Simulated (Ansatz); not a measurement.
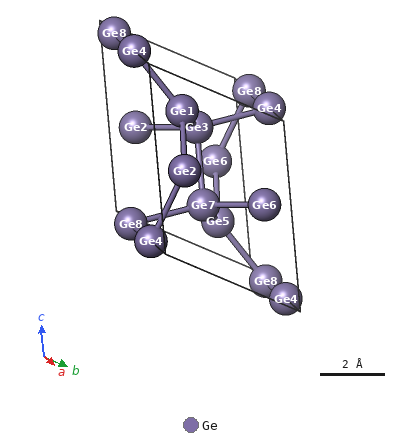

Figure 1. The structure (ball-and-stick view of the cell of the calculation, set on other vectors, seen slightly off an axis; atoms are numbered from 1 in the order of the input). Near neighbours in the crystal (not all of them lie inside the picture): Ge has 4 Ge at 2.34 to 2.56 Å.

# Ge: a changed input and its effect

System: Ge (8 atoms in the cell).
Method of run 1: DFT LDA, scalar-relativistic, plane waves, PAW, PAW set soft_1, no spin polarisation (Ansatz 0.2.0).

The structure derives from a Materials Project entry. Text and figures count atoms from 1; the logs count them from 0 in places.

The input, run 1:
```yaml
crystal:
  lattice:
    - [-3.4833464005, 3.2999581038, 3.3458481462]
    - [3.3915663157, -3.5749546124, 3.52906457]
    - [3.4833464005, 3.5749546124, -3.6208446548]
  atoms:
    - { symbol: Ge, position: [0.5, 0.0, 0.7958727303] }
    - { symbol: Ge, position: [0.7958727303, 0.5, 0.0] }
    - { symbol: Ge, position: [0.0, 0.7958727303, 0.5] }
    - { symbol: Ge, position: [0.7041272697, 0.7041272697, 0.7041272697] }
    - { symbol: Ge, position: [0.5, 0.0, 0.2041272697] }
    - { symbol: Ge, position: [0.2041272697, 0.5, 0.0] }
    - { symbol: Ge, position: [0.0, 0.2041272697, 0.5] }
    - { symbol: Ge, position: [0.2958727303, 0.2958727303, 0.2958727303] }
basis:
  ecutwfc: 420
kpoints:
  mp_grid: { grid: [8, 8, 8] }
hamiltonian:
  xc: lda
  pseudopotentials: { kind: paw, azcp: { folder: soft_1 } }
scf:
  occupations: { method: gaussian, width: 0.15 }
output:
  forces: true
  stress: true
  eigenvalues: true
```

Command:
```bash
ansatz run input.yaml --threads 4 --pin off --max-ram 8192MiB --backend cpu --events-out ev --progress --plain --runs-dir out
```

Hardware: 4 threads of Arm Neoverse V1, 24 GiB of memory available, shared host.

Output, shortened to warnings, some set-up lines, iterations and results (run 1):
```
Warning: [file] the record states the generating functional pbe (its physics header spells it `PBE`), which answers neither for hamiltonian.xc's functional nor for the lda family's — results may be inconsistent (PPs are generated against a specific XC)
Basis set: ecut = 420 eV, 3193 PW (Γ)
Symmetry: 2 space group operations
k-points: 260 of 512
Initial density: superposition of atomic densities (chi_scale 0.1, normalization cell)
[...]
SCF iter   1: F=—  HF=-33724.991897 eV  |F-HF|=—  |Δ(HF+E_count)|=         —  Δρ=3.33e-2  dr2=1.55e0  ethr=3.10e-3  ⟨swp⟩=6.0  Hψ=63598  notcnv=0
SCF iter   2: F=—  HF=-33724.794628 eV  |F-HF|=—  |Δ(HF+E_count)|=   1.97e-1  Δρ=2.13e-2  dr2=6.95e-1  ethr=1.38e-3  ⟨swp⟩=2.0  Hψ=22242  notcnv=0  defer=1045
SCF iter   3: F=—  HF=-33724.628490 eV  |F-HF|=—  |Δ(HF+E_count)|=   1.66e-1  Δρ=2.87e-3  dr2=1.91e-2  ethr=6.20e-4  ⟨swp⟩=2.0  Hψ=22738  notcnv=0  defer=1045
SCF iter   4: F=—  HF=-33724.621666 eV  |F-HF|=—  |Δ(HF+E_count)|=   6.82e-3  Δρ=1.84e-3  dr2=6.91e-3  ethr=1.71e-5  ⟨swp⟩=2.0  Hψ=27192  notcnv=0  defer=1046
SCF iter   5: F=—  HF=-33724.620333 eV  |F-HF|=—  |Δ(HF+E_count)|=   1.33e-3  Δρ=4.90e-4  dr2=4.44e-4  ethr=6.17e-6  ⟨swp⟩=2.0  Hψ=31144  notcnv=0  defer=1046
SCF iter   6: F=—  HF=-33724.620330 eV  |F-HF|=—  |Δ(HF+E_count)|=   2.93e-6  Δρ=1.09e-4  dr2=2.58e-5  ethr=3.96e-7  ⟨swp⟩=2.0  Hψ=31140  notcnv=0  defer=1046
SCF iter   7: F=—  HF=-33724.620356 eV  |F-HF|=—  |Δ(HF+E_count)|=   2.58e-5  Δρ=4.69e-5  dr2=4.35e-6  ethr=2.30e-8  ⟨swp⟩=2.0  Hψ=31964  notcnv=0  defer=1089
SCF iter   8: F=—  HF=-33724.620351 eV  |F-HF|=—  |Δ(HF+E_count)|=   5.07e-6  Δρ=1.98e-5  dr2=1.40e-6  ethr=3.88e-9  ⟨swp⟩=2.0  Hψ=31160  notcnv=0  defer=1089
SCF iter   9: F=—  HF=-33724.620350 eV  |F-HF|=—  |Δ(HF+E_count)|=   1.46e-7  Δρ=6.32e-6  dr2=1.97e-7  ethr=1.25e-9  ⟨swp⟩=2.2  Hψ=22391  notcnv=0  defer=1090
SCF iter  10: F=-33724.620350 eV  HF=-33724.620350 eV  |F-HF|=5.70e-9  |Δ(HF+E_count)|=   4.16e-8  Δρ=1.97e-6  dr2=1.10e-8  ethr=8.93e-11  ⟨swp⟩=9.9  Hψ=70697  notcnv=0
SCF 1 converged in 10 iterations: F = -33724.620350 eV  dr2 = 1.10e-8
SCF converged after 10 iterations
Free energy (F): -33724.620350 eV
Harris-Foulkes:  -33724.620350 eV  (|F-HF|=5.70e-9)
Internal energy: -33724.603433 eV  (E = F + TS)
E sigma→0 (E₀):  -33724.611892 eV
Entropy (-TS):   -0.016917 eV (-2.115 meV/atom)
Fermi energy:    9.549504 eV
--- Per-component energies (eV) ---
  E_band       = -1090.804791
  E_kinetic    = 748.770707
  E_local      = -16807.945504  (includes V_loc(G=0)·N_el)
  E_nonlocal   = 1763.403903
  E_hartree    = 8042.714133
  E_xc         = -574.193447
  E_vxc        = -528.497367  (∫ρ·V_xc dr)
  E_paw        = -15470.336613  (= ΣΔE_a)
  E_vpaw       = -2351.965269  (= ΣTr[D̂ρ^β])
  E_aug_tail   = 0.000116  (compensation charges beyond the density's cutoff)
  E_ewald      = -11442.283340
  E_core_change = 15.266612  (= ΣΔE_core)
  E_smearing   = -0.016917  (= −TS)
  E_closure    = -0.000000  (closes the sum)
  Σ components = -33724.620350   (vs F -33724.620350, Δ=0.00e0)
--- Forces (eV/Å), atoms counted from 1 ---
  atom   1  Ge     0.17451081     0.65134592    -0.15221981
  atom   2  Ge     0.22310325    -0.38011698    -0.02554517
  atom   3  Ge     0.15189769    -0.55771940    -0.15915040
  atom   4  Ge     0.36353850     0.58942059     0.42485173
  atom   5  Ge    -0.17451081    -0.65134592     0.15221981
  atom   6  Ge    -0.22310325     0.38011698     0.02554517
  atom   7  Ge    -0.15189769     0.55771940     0.15915040
  atom   8  Ge    -0.36353850    -0.58942059    -0.42485173
  max |Σ_I F_I| component: 1.67e-16 eV/Å
--- Stress (GPa, compression-positive) ---
        0.169252       0.073580       1.881538
        0.073580       1.061241       5.764877
        1.881538       5.764876       0.908181
  P = ⅓ Tr σ = 0.7129 GPa (7.129 kbar)
```

The input of run 2 differs as follows (lines with − go, lines with + come):
```diff
-basis:
-  ecutwfc: 420
-  mp_grid: { grid: [8, 8, 8] }
+  mp_grid: { grid: [4, 4, 4] }
```

What does this change do to the results?

The free energy of run 2 is 0.7 meV per atom higher, the joint effect of these numerical settings, which can't be told apart here. The SCF takes 8 iterations against 10. The irreducible k-points go from 260 to 36. On the same kind of shared host run 2 took about 0.13 times as long.

Output, shortened to warnings, some set-up lines, iterations and results (run 2):
```
Warning: [file] the record states the generating functional pbe (its physics header spells it `PBE`), which answers neither for hamiltonian.xc's functional nor for the lda family's — results may be inconsistent (PPs are generated against a specific XC)
Basis set: ecut = 420 eV, 3193 PW (Γ)
Symmetry: 2 space group operations
k-points: 36 of 64
Initial density: superposition of atomic densities (chi_scale 0.1, normalization cell)
[...]
SCF iter   1: F=—  HF=-33724.994427 eV  |F-HF|=—  |Δ(HF+E_count)|=         —  Δρ=3.33e-2  dr2=1.56e0  ethr=3.10e-3  ⟨swp⟩=6.2  Hψ=8867  notcnv=0
SCF iter   2: F=—  HF=-33724.793893 eV  |F-HF|=—  |Δ(HF+E_count)|=   2.01e-1  Δρ=2.14e-2  dr2=7.03e-1  ethr=1.39e-3  ⟨swp⟩=2.0  Hψ=3044  notcnv=0  defer=178
SCF iter   3: F=—  HF=-33724.620270 eV  |F-HF|=—  |Δ(HF+E_count)|=   1.74e-1  Δρ=2.39e-3  dr2=8.19e-3  ethr=6.28e-4  ⟨swp⟩=2.0  Hψ=3072  notcnv=0  defer=178
SCF iter   4: F=—  HF=-33724.615313 eV  |F-HF|=—  |Δ(HF+E_count)|=   4.96e-3  Δρ=1.24e-3  dr2=2.56e-3  ethr=7.31e-6  ⟨swp⟩=2.0  Hψ=3808  notcnv=0  defer=71
SCF iter   5: F=—  HF=-33724.614881 eV  |F-HF|=—  |Δ(HF+E_count)|=   4.32e-4  Δρ=4.19e-4  dr2=3.17e-4  ethr=2.29e-6  ⟨swp⟩=2.0  Hψ=4267  notcnv=0  defer=71
SCF iter   6: F=—  HF=-33724.614867 eV  |F-HF|=—  |Δ(HF+E_count)|=   1.39e-5  Δρ=8.51e-5  dr2=1.50e-5  ethr=2.83e-7  ⟨swp⟩=2.0  Hψ=4232  notcnv=0  defer=71
SCF iter   7: F=—  HF=-33724.614898 eV  |F-HF|=—  |Δ(HF+E_count)|=   3.12e-5  Δρ=2.23e-5  dr2=1.39e-6  ethr=1.34e-8  ⟨swp⟩=2.0  Hψ=4338  notcnv=0  defer=81
SCF iter   8: F=-33724.614897 eV  HF=-33724.614897 eV  |F-HF|=7.43e-9  |Δ(HF+E_count)|=   1.22e-6  Δρ=3.51e-6  dr2=1.39e-8  ethr=8.93e-11  ⟨swp⟩=8.4  Hψ=10299  notcnv=0
SCF 1 converged in 8 iterations: F = -33724.614897 eV  dr2 = 1.39e-8
SCF converged after 8 iterations
Free energy (F): -33724.614897 eV
Harris-Foulkes:  -33724.614897 eV  (|F-HF|=7.43e-9)
Internal energy: -33724.596092 eV  (E = F + TS)
E sigma→0 (E₀):  -33724.605495 eV
Entropy (-TS):   -0.018805 eV (-2.351 meV/atom)
Fermi energy:    9.395303 eV
--- Per-component energies (eV) ---
  E_band       = -1090.248410
  E_kinetic    = 748.917542
  E_local      = -16808.495368  (includes V_loc(G=0)·N_el)
  E_nonlocal   = 1763.306116
  E_hartree    = 8043.149051
  E_xc         = -574.281072
  E_vxc        = -528.602044  (∫ρ·V_xc dr)
  E_paw        = -15470.175749  (= ΣΔE_a)
  E_vpaw       = -2351.671806  (= ΣTr[D̂ρ^β])
  E_aug_tail   = 0.000116  (compensation charges beyond the density's cutoff)
  E_ewald      = -11442.283340
  E_core_change = 15.266612  (= ΣΔE_core)
  E_smearing   = -0.018805  (= −TS)
  E_closure    = -0.000000  (closes the sum)
  Σ components = -33724.614897   (vs F -33724.614897, Δ=0.00e0)
--- Forces (eV/Å), atoms counted from 1 ---
  atom   1  Ge     0.18677441     0.67099615    -0.19031520
  atom   2  Ge     0.21312689    -0.37663364    -0.01542015
  atom   3  Ge     0.15654719    -0.57173003    -0.12994491
  atom   4  Ge     0.36024877     0.58219265     0.41354173
  atom   5  Ge    -0.18677441    -0.67099615     0.19031520
  atom   6  Ge    -0.21312689     0.37663364     0.01542015
  atom   7  Ge    -0.15654719     0.57173003     0.12994491
  atom   8  Ge    -0.36024877    -0.58219265    -0.41354173
  max |Σ_I F_I| component: 5.55e-17 eV/Å
--- Stress (GPa, compression-positive) ---
        0.312792       0.104724       1.898000
        0.104724       1.162733       5.729802
        1.898000       5.729803       1.040839
  P = ⅓ Tr σ = 0.8388 GPa (8.388 kbar)
```

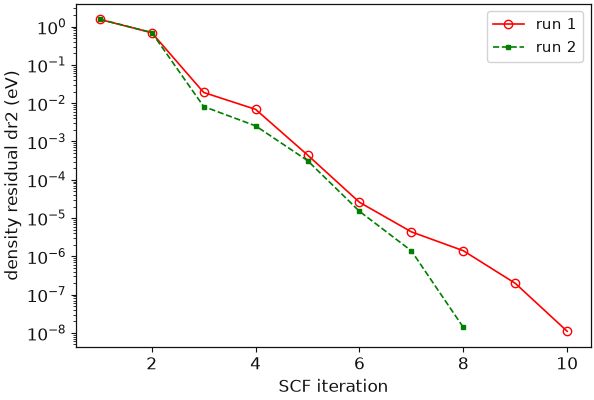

Figure 2. Convergence of the two runs: density residual dr2 against the SCF iteration. Run 1 takes 10 iterations in all, and run 2 takes 8.

The two runs side by side:

| quantity | run 1 | run 2 |
| --- | --- | --- |
| outcome | converged | converged |
| free energy per atom (eV) | −4215.5775 | −4215.5769 |
| energy per atom, smearing taken to zero (eV) | −4215.5765 | −4215.5757 |
| gap on the mesh (eV) | 0.00 | 0.00 |
| pressure (GPa) | 0.71 | 0.84 |
| largest force (eV/Å) | 0.812 | 0.800 |
| SCF iterations | 10 | 8 |
| irreducible k-points | 260 | 36 |
| plane waves at Γ | 3193 | 3193 |
| wall time (shared host) | 52 s | 6.6 s |

For both runs: Warnings: the PAW datasets were made with another functional. For run 2: These settings are looser than, or depart from, a standard set-up, so the numbers are not reference values for this system.
